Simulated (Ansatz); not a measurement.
## Thickness series of a Zr/GaN/Hf junction

How fast does the current through Zr/GaN/Hf fall with each added layer? The lower electrode is Zr hcp(0001), the upper one Hf hcp(0001); the barrier is GaN wurtzite(0001) (whole bilayers). In the first transport cell, after relaxation, the nearest pair of electrode and barrier is Zr–N at 2.12 Å, along the normal, at the lower face and Hf–Ga at 3.00 Å, at a slant, at the upper one. All share a net of side 3.22 Å, which strains the lower electrode by -0.3 %, the upper one by +0.6 % and the barrier by +0.0 %, against typed lattice constants near PBE's. The first steps treat the bulk electrodes alone.

Main program and level: Ansatz 0.2.0; PBE DFT, plane waves, PAW files, in the first sound run; inputs show where later runs differ.

## (1) Set-up

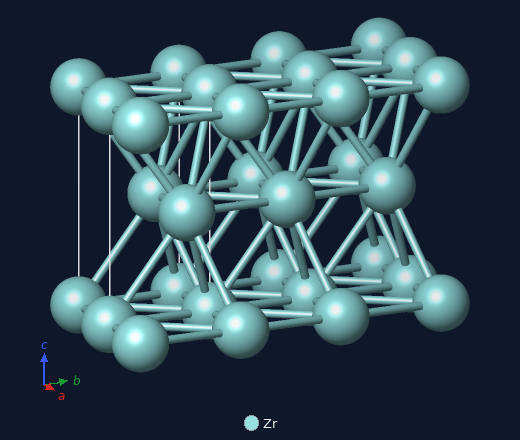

The starting structure, seen slightly off an axis (zirconium light teal). 2×3×1 cells are drawn. Some periodic images of atoms are drawn too.

## (2) Layer spacing of the electrode, electrode Zr hcp(0001)

The electrode is held to the junction's net and relaxed along the normal; its spacing is used for the ideal lead layers.

input.yaml reads:

```yaml
crystal:
  lattice:
    - [3.22, 0.0, 0.0]
    - [-1.61, 2.7886018002, 0.0]
    - [0.0, 0.0, 5.1812043344]
  atoms:
    - { symbol: Zr, position: [0.0, 0.0, 0.0] }
    - { symbol: Zr, position: [0.3333333333, 0.6666666667, 0.5] }
kpoints:
  mp_grid: { grid: [12, 12, 6] }
scf:
  occupations: { method: fermi_dirac, width: 0.1 }
  max_iter: 150
hamiltonian:
  xc: pbe
relax:
  f_tol: 0.01
  max_steps: 40
  cell: { fix: [a, b, angles] }
```

Command:

```console
$ ansatz run input.yaml --threads 4 --pin off --max-ram 12288MiB --backend cpu --events-out ev --progress --plain --runs-dir out
```

Planned after this: the strained electrode, electrode Hf hcp(0001); relaxing the interfaces; transmission over a wide range of energy; conductance, atomic planes in the barrier 4, gap between the electrodes 7.81 Å; conductance, 30 atoms; conductance, atomic planes in the barrier 12, gap between the electrodes 18.31 Å; conductance, atomic planes in the barrier 16, gap between the electrodes 23.56 Å; the series together; fit against thickness; A repeat with changed settings, 30 atoms; A repeat with changed settings, 26 atoms. Settings of the main run: atomic planes in the barrier 8, cutoff 420 eV, 12×12×1 k-mesh, Fermi-Dirac occupations, smearing width 0.1 eV, left electrode Zr hcp(0001), right electrode Hf hcp(0001), barrier GaN wurtzite(0001), barrier faces whole bilayers, net side 3.22 Å, left strain -0.0031, right strain 0.0063, barrier strain 0, gap between the electrodes 13.06 Å, lead length (26.1, 25.21) Å, alignment non-magnetic, PAW set soft 2.

**Question.** What will these runs give for the decay constant β?

A fit of ln G against d gives β = 0.44 Å⁻¹, and step by step the slopes are 0.45, 0.46 and 0.40 Å⁻¹. They agree within a fifth, so G falls as one exponential, by a factor of ten every 5.2 Å. At the Fermi level the layers of the barrier in the wide-window run (8 planes) hold from 0.0057 to 0.13 states an eV and atom. A semilocal functional narrows gaps, which tends to make the decay too slow.

* 1/G at 7.81 Å gap: 0.0364 Ω um²
* 1/G at 23.6 Å gap: 35.3 Ω um²
* decay constant β: 0.44 Å⁻¹

For band edges and narrow resonances between the energies solved the program's estimate reaches 127 %, so such features can't be ruled out. The program's largest other error estimate on these conductances is 59 %, from the leads' potential steps, in the run that gave 2.6e12 S/m². In 4 of these 4 runs a lead's potential steps by more than 25 meV, which the program flags as too much. No spin-orbit coupling, phonons, disorder or image charges enter; the interfaces are ordered, one cell wide and lattice-matched by strain. Semilocal gaps are too small, which can bring a band edge of the barrier nearer to the Fermi level than it is.

[Logs are printed without paths, hosts, clocks, repeated set-up lines and the standing remarks that a program may print on its own settings, such as how far it seeks lower states.]

[Hosts, paths, dates, database ids (printed as entryN), source tags and the programs' standing remarks are cut or masked in the printed files.]
